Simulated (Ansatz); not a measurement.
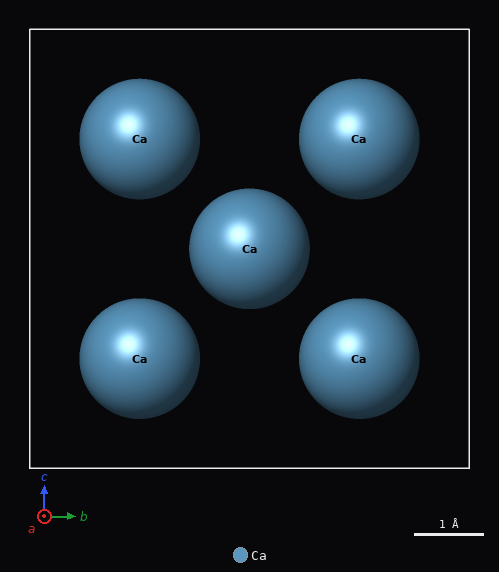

Solid Ca (built on the random type) (coarse preliminary run), before the relaxation. Style: spheres-only. Shown: the cell of the calculation, along the a axis.

Case: random cell with space group P-43m (No. 215).

Computed with DFT PBE, scalar-relativistic, plane waves, PAW in Ansatz.

Input file:
```yaml
crystal:
  lattice:
    - [6.3873869546, 0.0, 0.0]
    - [0.0, 6.3873869546, 0.0]
    - [0.0, 0.0, 6.3873869546]
  atoms:
    - { symbol: Ca, position: [0.25, 0.25, 0.25] }
    - { symbol: Ca, position: [0.25, 0.75, 0.75] }
    - { symbol: Ca, position: [0.75, 0.25, 0.75] }
    - { symbol: Ca, position: [0.75, 0.75, 0.25] }
    - { symbol: Ca, position: [0.5, 0.5, 0.5] }
basis:
  ecutwfc: 420
kpoints:
  mp_grid: { grid: [4, 4, 4] }
hamiltonian:
  xc: pbe
scf:
  occupations: { method: gaussian, width: 0.1 }
  lower_state_search: "off"
output:
  forces: true
  stress: true
  eigenvalues: true
relax:
  adjacent_minimum: "off"
  f_tol: 0.04
  max_steps: 70
  cell: { stress_tol: 0.4 }
```

> What does the optimiser find from here?

The largest moves relative to the cell, 0.53 Å, are those of Ca1, Ca2, Ca3 and Ca4. Ca1 goes along [−1 −1 −1]. The drawn cell changes as follows: a = b = c 6.387 → 6.239 Å (−2.3 %); the volume changes by −6.8 %. Some distances before and after: Ca1–Ca2 4.517 → 3.552 Å, Ca1–Ca5 2.766 → 3.228 Å. The space group stays P-43m (No. 215). The energy falls by 2.479 eV per cell of the calculation in 4 accepted moves (5 points after the start). The largest force component goes from 1.2 to 0.012 eV/Å. The pressure goes from −0.07 to 0.20 GPa. At 1 point the geometry stayed and the basis and grid were re-selected for the new cell (energy shift of 0.6 meV per cell of the calculation at most each time). The run took of the order of 50 core-seconds on a shared host.

History of the run:

```json
{"step": "0", "E − E(0), meV/atom": "0.00", "largest force component, eV/Å": "1.1531", "pressure, GPa": "-0.07", "volume, Å³/atom": "52.119", "note": ""}
{"step": "1", "E − E(0), meV/atom": "-272.54", "largest force component, eV/Å": "0.8480", "pressure, GPa": "-0.30", "volume, Å³/atom": "49.659", "note": ""}
{"step": "2", "E − E(0), meV/atom": "-448.33", "largest force component, eV/Å": "0.4400", "pressure, GPa": "-0.12", "volume, Å³/atom": "48.227", "note": ""}
{"step": "3", "E − E(0), meV/atom": "-487.18", "largest force component, eV/Å": "0.1805", "pressure, GPa": "0.70", "volume, Å³/atom": "47.162", "note": ""}
{"step": "4", "E − E(0), meV/atom": "-495.97", "largest force component, eV/Å": "0.0121", "pressure, GPa": "0.20", "volume, Å³/atom": "48.571", "note": ""}
{"step": "5", "E − E(0), meV/atom": "-495.85", "largest force component, eV/Å": "0.0121", "pressure, GPa": "0.20", "volume, Å³/atom": "48.571", "note": "same geometry, new basis"}
```

The structure at the end:

```
CELL_PARAMETERS angstrom
6.23900 0.00000 0.00000
0.00000 6.23900 0.00000
0.00000 0.00000 6.23900
ATOMIC_POSITIONS crystal
Ca 0.20131 0.20131 0.20131
Ca 0.20131 0.79869 0.79869
Ca 0.79869 0.20131 0.79869
Ca 0.79869 0.79869 0.20131
Ca 0.50000 0.50000 0.50000
```

The end point in the same view:

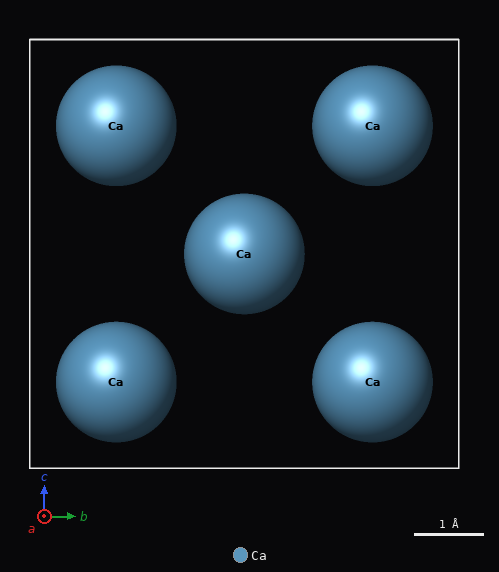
